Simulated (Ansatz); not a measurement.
Single-point calculation of Al

System: Al (Fm-3m, 1 atom in the cell).
Method: DFT, PBE, plane waves, PAW, no spin polarisation (Ansatz 0.2.0).

The structure derives from an entry of the Crystallography Open Database.

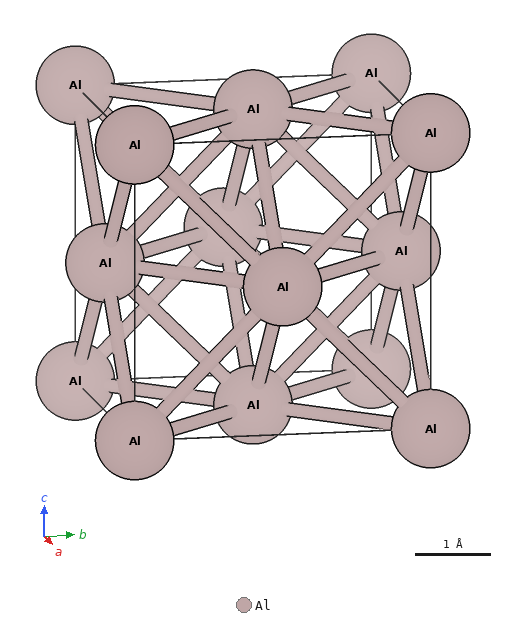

Fig. 1: The structure as given in the input (ball-and-stick view of the cell 4 times as large as that of the calculation, set on its symmetry axes, seen slightly off an axis). An atom can appear more than once, as a periodic image. Near neighbours in the periodic cell (some may lie outside the picture): Al has 12 Al at 2.86 Å.

## Results in brief

- outcome: converged
- space group (tolerance 0.01 Å): Fm-3m (225)
- electrons treated: 3
- free energy: −537.5011 eV
- Fermi energy: 7.932 eV
- gap on the k-point mesh: none (metallic)
- pressure: 0.00 GPa
- largest force (length of the vector): under 0.001 eV/Å
- hardware: 4 threads of AMD EPYC (Zen 5), 32 GiB of memory available, shared host
- peak memory: 0.32 GiB

Settings chosen away from the usual ones: scf.eigensolver.kind set to davidson; accuracy set to low; basis.ecutwfc removed. These settings are looser than, or depart from, a standard set-up, so the numbers are not reference values for this system. The input asks for low accuracy.

## Input file
```yaml
crystal:
  lattice:
    - [0.0, 2.020728419, 2.020728419]
    - [2.020728419, 0.0, 2.020728419]
    - [2.020728419, 2.020728419, 0.0]
  atoms:
    - { symbol: Al, position: [0.0, 0.0, 0.0] }
kpoints:
  mp_grid: { grid: [18, 18, 18] }
hamiltonian:
  xc: pbe
scf:
  occupations: { method: gaussian, width: 0.1 }
  eigensolver: { kind: davidson }
output:
  forces: true
  eigenvalues: true
  stress: true
accuracy: low
```

Command:
```bash
ansatz run input.yaml --threads 4 --pin off --max-ram 11264MiB --backend cpu --events-out ev --progress --plain --runs-dir out
```

## The program's output
```
Engine: ansatz 0.2.0, x86_64-unknown-linux-gnu
Pseudopotentials: kind: paw
Pseudopotential: Al, paw, valence charge 3, recommended cutoff 420 eV (normal), Al.paw.azcp
Functional definition: PBE
  parameter kappa = 0.804
  parameter beta = 0.06672455060314922
  exchange = pbe_x(kappa = kappa, mu = beta*pi^2/3)
  correlation = pbe_c(beta = beta)
Crystal: 1 atoms, lattice volume = 16.503 Å³
Basis set: ecut = 420 eV, 331 PW (Γ), exchange–correlation on 40×40×40 points (8 copies of the dense FFT grid, shifted against one another)
Bands: 6, of which v1, the nominal top of the filled ones, is band 2 counted from 1 (1 counted from 0)
Symmetry: 48 space group operations
Space group: Fm-3m (ITA 225), of the structure as read, at distance tolerance 2.5e-5 Å
k-points: 195 of 5832
Non-local potential: Al, projectors of the file, l = 0: 2, l = 1: 2, l = 2: 1
PAW form: soft (Blöchl's): semilocal exchange-correlation on the pseudo side does not see the compensation charge
PAW one-centre angular grid: Al, 110 points (default); XC on 64 Gauss nodes
Initial density: superposition of atomic densities (neutral atoms: chi_scale 0, normalization atom), corrected by the library's trained network
Initial wavefunctions: pseudopotential atomic-orbital guess
Functional: x = pbe(κ = 0.804, μ = 0.2195149727645171), c = pbe(β = 0.06672455060314922)
SCF iter   1: F=—  HF=-537.501039 eV  |F-HF|=—  |Δ(HF+E_count)|=         —  Δρ=4.63e-4  dr2=9.98e-6  ethr=1.77e-3  ⟨swp⟩=6.3  Hψ=5905  notcnv=0
preconditioner: auto → none  [metal: Δε(μ)=0.016 eV  Ē_g=13.182 eV  σ=0.100 eV  W_gap=0.09  n_scr=0 (ndim 8)  ℏωp=15.8 eV  f_vac=0.000  D(μ)=0.58/eV (n_scr^D=0)]
SCF iter   2: F=—  HF=-537.501097 eV  |F-HF|=—  |Δ(HF+E_count)|=   5.85e-5  Δρ=2.34e-4  dr2=2.54e-6  ethr=3.33e-7  ⟨swp⟩=2.9  Hψ=1834  notcnv=0  defer=13
iter 3 solved again at ethr=1.03e-10 eV; its pass at ethr=8.46e-8 eV (dr2=3.08e-9 eV) is discarded
iter 3 did not close the SCF: its close was put off for the readings that it lacked (scf_convergence_deferred on its scf_iter line)
SCF iter   3: F=-537.501107 eV  HF=-537.501107 eV  |F-HF|=1.83e-9  |Δ(HF+E_count)|=   1.01e-5  Δρ=6.15e-6  dr2=4.75e-9  ethr=1.03e-10  ⟨swp⟩=4.4  Hψ=3638  notcnv=0  defer=1
eigensolver tolerance schedule calibrated: the retry pair's looser diagonalisation under-reported the residual by θ = 0.35 (0.12/decade); ethr = c·dr2/N_el runs at the constant in force after the calibration composes with the one it found (an armed cap, an earlier calibration), c = 6.9e-2
iter 4 did not close the SCF: its close was put off for the readings that it lacked (scf_convergence_deferred on its scf_iter line)
SCF iter   4: F=-537.501107 eV  HF=-537.501107 eV  |F-HF|=3.85e-11  |Δ(HF+E_count)|=   1.87e-9  Δρ=1.07e-6  dr2=1.47e-10  ethr=1.03e-10  ⟨swp⟩=2.0  Hψ=1472  notcnv=0  defer=1
iter 5 did not close the SCF: its close was put off for the readings that it lacked (scf_convergence_deferred on its scf_iter line)
SCF iter   5: F=-537.501107 eV  HF=-537.501107 eV  |F-HF|=1.14e-12  |Δ(HF+E_count)|=  6.87e-11  Δρ=1.21e-7  dr2=8.53e-13  ethr=3.38e-12  ⟨swp⟩=3.7  Hψ=1867  notcnv=0
SCF iter   6: F=-537.501107 eV  HF=-537.501107 eV  |F-HF|=0.00e0  |Δ(HF+E_count)|=  1.71e-12  Δρ=7.71e-9  dr2=6.48e-15  ethr=1.00e-12  ⟨swp⟩=2.0  Hψ=1466  notcnv=0
the search or the solves at the SCF's close seem to have found levels that the self-consistency loop had missed (the run counts 3). By its estimate they hold under 1e-12 electrons; where the run keeps them, the occupations were computed again with them
SCF 1 converged in 6 iterations: F = -537.501107 eV  dr2 = 6.48e-15
  greatest PAW one-centre occupation: 0.446 electrons in one spin orbital (limit 2), on the Al atom at site 0 (counted from 0), in its partial waves of l = 0
SCF converged after 6 iterations
Free energy (F): -537.501107 eV
Harris-Foulkes:  -537.501107 eV  (|F-HF|=0.00e0)
Internal energy: -537.498184 eV  (E = F + TS)
E sigma→0 (E₀):  -537.499646 eV
Entropy (-TS):   -0.002923 eV (-2.923 meV/atom)
Fermi energy:    7.931899 eV
--- Per-component energies (eV) ---
  E_band       = 10.569038
  E_kinetic    = 22.766415
  E_local      = 9.893209  (includes V_loc(G=0)·N_el)
  E_nonlocal   = 10.314573
  E_hartree    = 0.104167
  E_xc         = -39.729867
  E_vxc        = -28.954603  (∫ρ·V_xc dr)
  E_paw        = -467.335627  (= ΣΔE_a)
  E_vpaw       = -3.658888  (= ΣTr[D̂ρ^β])
  E_aug_tail   = -0.000002  (compensation charges beyond the density's cutoff)
  E_ewald      = -73.511053
  E_smearing   = -0.002923  (= −TS)
  E_closure    = 0.000000  (closes the sum)
  Σ components = -537.501107   (vs F -537.501107, Δ=0.00e0)
--- Forces (eV/Å), atoms counted from 1 ---
  atom   1  Al    -0.00000000    -0.00000000     0.00000000
  max |Σ_I F_I| component: 7.70e-33 eV/Å
--- Stress (GPa, compression-positive) ---
       -0.004288      -0.000000      -0.000000
       -0.000000      -0.004288      -0.000000
       -0.000000      -0.000000      -0.004288
  P = ⅓ Tr σ = -0.0043 GPa (-0.043 kbar)
--- Band table (eV; the first three rows and the last of 195) ---
  k-point 0: bands = ["-3.1834", "20.4636", "20.4636", "20.4636", "22.0563", "22.0563"]
  k-point 1: bands = ["-3.0995", "18.9916", "20.1735", "20.1735", "22.4752", "22.4752"]
  k-point 2: bands = ["-2.8483", "16.7912", "19.6819", "19.6819", "22.6764", "23.3234"]
  k-point 194: bands = ["6.6618", "7.5848", "7.9309", "9.2752", "22.3611", "23.7345"]
```
